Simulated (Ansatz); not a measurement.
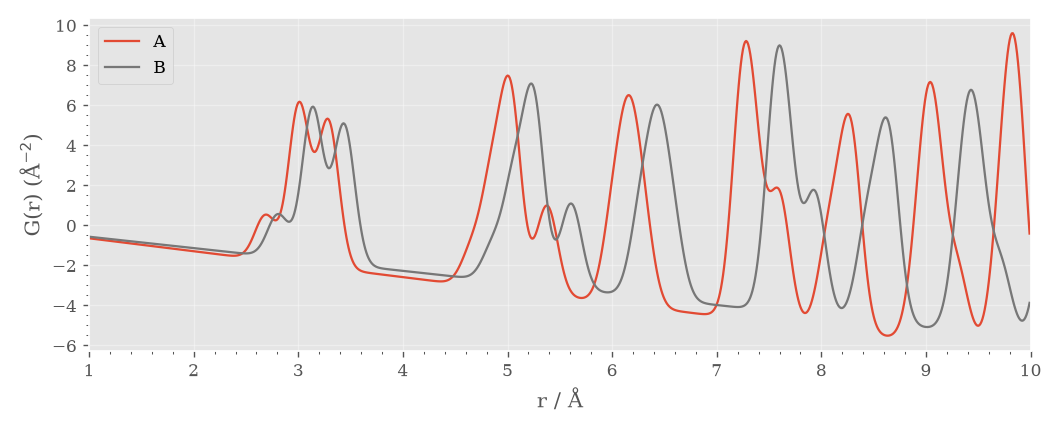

Computed X-ray G(r), with each pair weighted by the product of the atomic numbers (X-ray weights at Q = 0) and a uniform peak width σ = 0.10 Å. No termination ripples are included. Both curves are of Ge in space group Pm-3n, for two cells of different size. A: the input geometry of an electronic-structure calculation (not necessarily at equilibrium); the starting structure was generated, so it need not be a known form of this composition; B: the end point of a relaxation with Ansatz 0.2.0, DFT, BLYP, plane waves (420 eV) with PAW, scalar-relativistic; the starting structure was generated, so it need not be a known form of this composition.

Which cell is the larger, and by how much?

Cell B is larger: the volume of B is 13.7 % above that of A (19.42 and 22.09 Å³ per atom), a mean linear change of 4.4 %. The shortest distance is 2.688 Å in A and 2.806 Å in B.

Give both cells.

Cell A: a = 5.376 Å, b = 5.376 Å, c = 5.376 Å, α = 90.00°, β = 90.00°, γ = 90.00°
Cell B: a = 5.612 Å, b = 5.612 Å, c = 5.612 Å, α = 90.00°, β = 90.00°, γ = 90.00°
